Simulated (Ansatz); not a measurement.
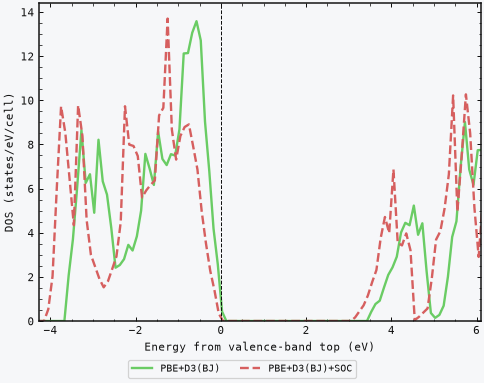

Total densities of states of MgI$_{2}$ (sheet), 6 atoms in the cell, by two methods on the same cell. Each is counted from its own valence-band top.

Question: What changes from one method to the other?

Answer: PBE+D3(BJ) gives a gap of 3.45 eV and PBE+D3(BJ)+SOC gives a gap of 3.10 eV. In the window shown, the tallest filled peak lies at −0.6 eV in PBE+D3(BJ) and −1.3 eV in PBE+D3(BJ)+SOC.

Settings. PBE+D3(BJ): DFT PBE+D3(BJ), scalar-relativistic, plane waves, PAW, no spin polarisation, 6×6×1 k mesh, 420 eV cutoff, Gaussian smearing of 0.02 eV (Ansatz 0.2.0). PBE+D3(BJ)+SOC: DFT PBE+D3(BJ), spin-orbit coupling, plane waves, PAW, 6×6×1 k mesh, 420 eV cutoff (Ansatz 0.2.0).

The structure is an invented one, so it need not be a known or stable phase.
